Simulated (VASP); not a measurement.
**Two runs on PtS2**

System: PtS2 (slab, 3 atoms in the cell).
Method of run A: Kohn-Sham DFT of a periodic cell, PBE, VASP PAW PBE potentials, recommended, no spin polarisation (VASP 6.6.1).

The structure derives from an entry of the Crystallography Open Database. 

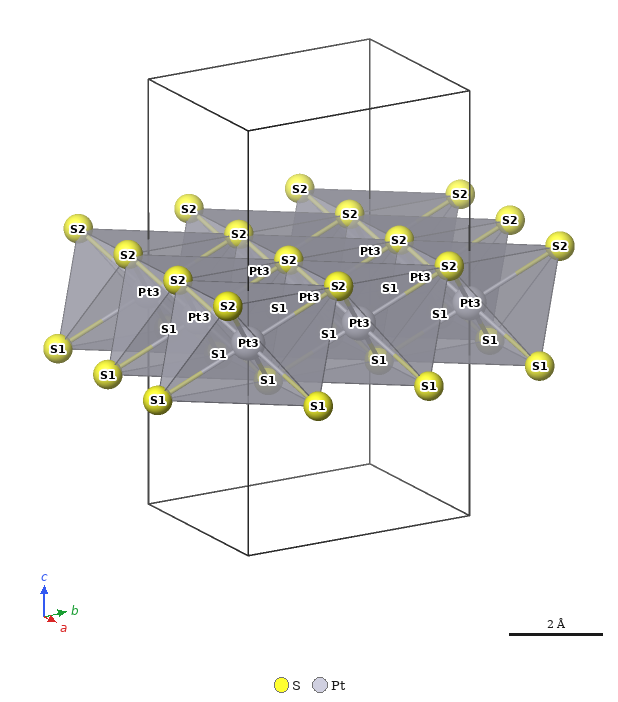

Fig. 1: The structure as given in the input (polyhedral view of the 2 × 2 repeat of the cell, with the vacuum cut short, seen slightly off an axis; polyhedra are completed across the faces of the cell; atoms are numbered from 1 in the order of the input).

**INCAR, run A**
```
ALGO     = Normal         # electronic algorithm
DIPOL    = 0.5 0.5 0.500
EDIFF    = 1E-8           # SCF threshold, eV
ENCUT    = 750            # plane-wave cutoff, eV
GGA      = PE             # functional
IDIPOL   = 3            
ISIF     = 2              # what is computed and relaxed
ISMEAR   = 0              # smearing method
LASPH    = T              # aspherical terms in the spheres
LCHARG   = F              # write CHGCAR
LDIPOL   = T            
LREAL    = F              # projectors in reciprocal space
LVACPOTAV= T            
LVHAR    = T            
LWAVE    = F              # write WAVECAR
NBANDS   = 22             # bands
NELM     = 120            # most SCF steps
PREC     = Accurate       # precision mode
SIGMA    = 0.05           # smearing width, eV
```

**KPOINTS, run A**
```
k-points
0
Gamma
  12 12 1
```

**POSCAR, run A**
```
PtS2
1.0
    3.5432000000      0.0000000000      0.0000000000
   -1.7716000000      3.0685012100      0.0000000000
    0.0000000000      0.0000000000     24.2876152000
S Pt
2 1
Direct
    0.6666666667      0.3333333333      0.4529057262
    0.3333333333      0.6666666667      0.5470942738
    0.0000000000      0.0000000000      0.5000000000
```

Command:
```bash
cat potpaw_PBE.64/S/POTCAR potpaw_PBE.64/Pt/POTCAR > POTCAR
mpirun -np 1 vasp_std > vasp.out
```

Hardware: 1 thread of Intel Xeon @ 2.50GHz (Skylake/Cascade Lake), 128 GiB of memory available, shared host.

**OSZICAR and lines of OUTCAR (run A)**
```
N       E                     dE             d eps       ncg     rms          rms(c)
DAV:   1     0.185230358884E+03    0.18523E+03   -0.87914E+03   836   0.971E+02
DAV:   2     0.410882585503E+01   -0.18112E+03   -0.16384E+03  1158   0.162E+02
DAV:   3    -0.162840343080E+02   -0.20393E+02   -0.20155E+02  1094   0.613E+01
DAV:   4    -0.167355655967E+02   -0.45153E+00   -0.45102E+00  1088   0.105E+01
DAV:   5    -0.167441811477E+02   -0.86156E-02   -0.86146E-02  1274   0.141E+00    0.198E+01
DAV:   6    -0.155259007006E+02    0.12183E+01   -0.64220E+00   944   0.197E+01    0.123E+01
DAV:   7    -0.154053773871E+02    0.12052E+00   -0.17469E+00   904   0.109E+01    0.483E+00
[...]
DAV:  27    -0.153229889579E+02   -0.21554E-05   -0.84789E-08  1018   0.114E-03    0.613E-03
DAV:  28    -0.153229900767E+02   -0.11188E-05   -0.40904E-08   864   0.728E-04    0.577E-03
DAV:  29    -0.153229903818E+02   -0.30514E-06   -0.18450E-08   862   0.558E-04    0.346E-03
DAV:  30    -0.153229907386E+02   -0.35677E-06   -0.10917E-08   778   0.476E-04    0.901E-04
DAV:  31    -0.153229908354E+02   -0.96787E-07   -0.26734E-09   832   0.253E-04    0.126E-04
DAV:  32    -0.153229908890E+02   -0.53614E-07   -0.25260E-10   810   0.116E-04    0.183E-04
DAV:  33    -0.153229909278E+02   -0.38778E-07    0.59369E-11   788   0.730E-05    0.170E-04
DAV:  34    -0.153229909467E+02   -0.18874E-07    0.27305E-10   804   0.488E-05    0.551E-05
DAV:  35    -0.153229909524E+02   -0.57757E-08    0.39236E-10   762   0.248E-05
   1 F= -.15322991E+02 E0= -.15322991E+02  d E =-.288515E-13
[... from OUTCAR:]
  free energy    TOTEN  =       -15.32299095 eV
  energy without entropy =      -15.32299095  energy(sigma->0) =      -15.32299095
 E-fermi :  -3.4320     XC(G=0):  -2.6461     alpha+bet : -2.4990
  free  energy   TOTEN  =       -15.3229909524 eV
  energy  without entropy=      -15.3229909524  energy(sigma->0) =      -15.32299095
```

The input of run B differs as follows (lines with − go, lines with + come):
```diff
-EDIFF    = 1E-8           # SCF threshold, eV
-ENCUT    = 750            # plane-wave cutoff, eV
+EDIFF    = 1E-7           # SCF threshold, eV
+ENCUT    = 650            # plane-wave cutoff, eV
-  12 12 1
+  9 9 1
```

What does this change do to the results?

The free energy of run B is 0.08 meV per atom higher, which comes mainly from the change of cutoff or grids; a solver setting shouldn't move a converged energy. The gap on the mesh goes from 1.77 to 1.87 eV. More plane waves can only lower the energy of a fixed Hamiltonian, so the higher cutoff gives the lower value. The SCF takes 29 iterations against 35. The irreducible k-points go from 19 to 12. The plane waves at Γ go from 12384.0 to 10019.0. On the same kind of shared host run B took about 0.54 times as long.

**OSZICAR and lines of OUTCAR (run B)**
```
N       E                     dE             d eps       ncg     rms          rms(c)
DAV:   1     0.175037717395E+03    0.17504E+03   -0.79761E+03   528   0.856E+02
DAV:   2     0.174923902484E+01   -0.17329E+03   -0.15664E+03   728   0.159E+02
DAV:   3    -0.163643105845E+02   -0.18114E+02   -0.17909E+02   708   0.577E+01
DAV:   4    -0.167371888305E+02   -0.37288E+00   -0.37241E+00   712   0.947E+00
DAV:   5    -0.167440767879E+02   -0.68880E-02   -0.68874E-02   780   0.124E+00    0.198E+01
DAV:   6    -0.155254214164E+02    0.12187E+01   -0.64164E+00   588   0.197E+01    0.122E+01
DAV:   7    -0.154049060713E+02    0.12052E+00   -0.17280E+00   572   0.109E+01    0.483E+00
[...]
DAV:  21    -0.153227191243E+02    0.37701E-05   -0.23368E-05   644   0.203E-02    0.364E-02
DAV:  22    -0.153227302242E+02   -0.11100E-04   -0.46817E-06   644   0.873E-03    0.969E-03
DAV:  23    -0.153227422121E+02   -0.11988E-04   -0.13273E-06   638   0.339E-03    0.291E-03
DAV:  24    -0.153227465779E+02   -0.43658E-05   -0.29161E-07   542   0.189E-03    0.915E-04
DAV:  25    -0.153227478860E+02   -0.13081E-05   -0.25926E-08   540   0.704E-04    0.702E-04
DAV:  26    -0.153227489017E+02   -0.10157E-05   -0.16723E-08   506   0.461E-04    0.493E-04
DAV:  27    -0.153227493363E+02   -0.43467E-06   -0.13662E-08   514   0.490E-04    0.103E-03
DAV:  28    -0.153227495176E+02   -0.18124E-06   -0.36794E-09   494   0.240E-04    0.475E-04
DAV:  29    -0.153227495507E+02   -0.33112E-07   -0.65424E-10   572   0.160E-04
   1 F= -.15322750E+02 E0= -.15322750E+02  d E =-.112749E-11
[... from OUTCAR:]
  free energy    TOTEN  =       -15.32274955 eV
  energy without entropy =      -15.32274955  energy(sigma->0) =      -15.32274955
 E-fermi :  -3.5213     XC(G=0):  -2.6479     alpha+bet : -2.4990
  free  energy   TOTEN  =       -15.3227495507 eV
  energy  without entropy=      -15.3227495507  energy(sigma->0) =      -15.32274955
```

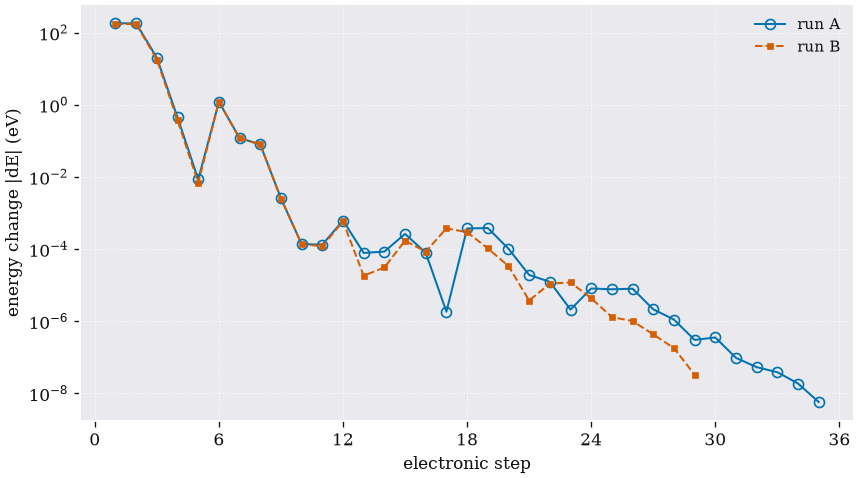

Fig. 2: Convergence of the two runs: energy change |dE| against the electronic step. Run A takes 35 steps in all, and run B takes 29.

**The two runs side by side**

| quantity | run A | run B |
| --- | --- | --- |
| outcome | converged | converged |
| free energy per atom (eV) | −5.1077 | −5.1076 |
| gap on the mesh (eV) | 1.77 | 1.87 |
| largest force (eV/Å) | 1.355 | 1.355 |
| SCF iterations | 35 | 29 |
| irreducible k-points | 19 | 12 |
| plane waves at Γ | 12384 | 10019 |

For both runs: Spin–orbit coupling is left out, which matters for Pt. For run B: The settings depart from the standard set-up of this series, which can bear on the numbers.
